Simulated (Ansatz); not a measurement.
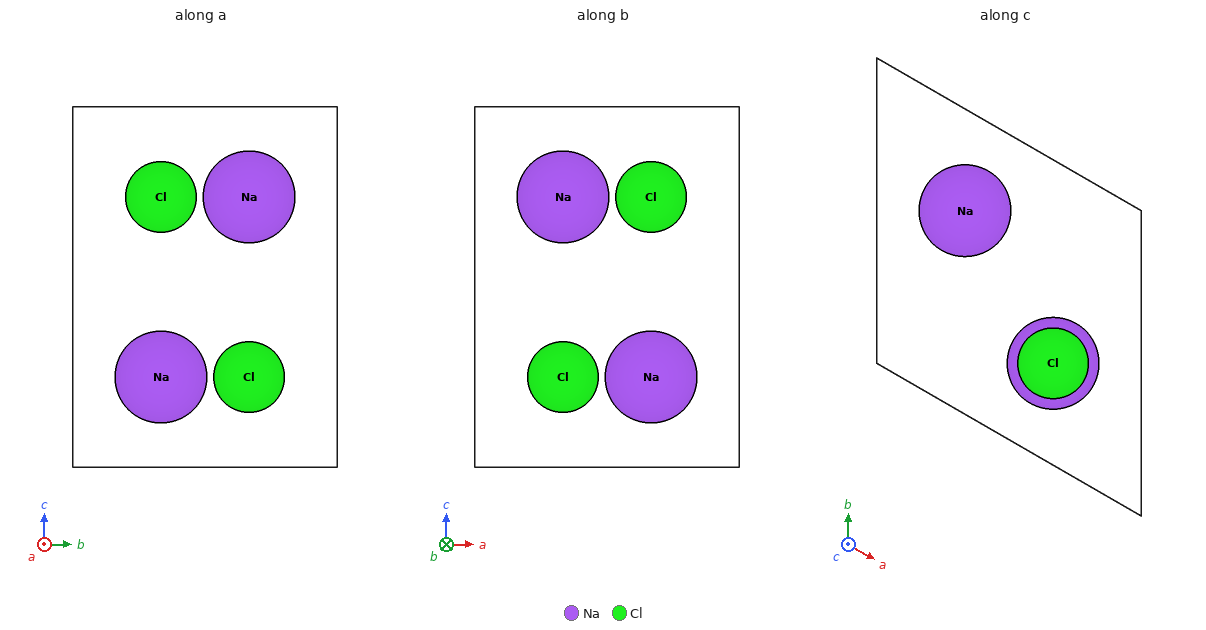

An orthographic spheres-only view of the structure, along the a axis, along the b axis and along the c axis. The conventional unit cell is drawn as a box.

Lattice parameters: a = 4.721 Å, b = 4.721 Å, c = 5.569 Å, α = 90.00°, β = 90.00°, γ = 120.00°.

Question: Set out the cell and atoms as a table of Wyckoff sites.

Answer: Space group P6_3/mmc (No. 194).
```csv
atom,site,x,y,z
Na,2d,0.3333,0.6667,0.7500
Cl,2c,0.3333,0.6667,0.2500
```

Starting structure: a structure type filled with these elements by a generator (whether the compound takes this form wasn't checked). Earlier steps of the study, as a rule a relaxation of our own, may have changed the cell and positions, so they can lie some per cent off the listed ones. It went into a calculation with Ansatz.
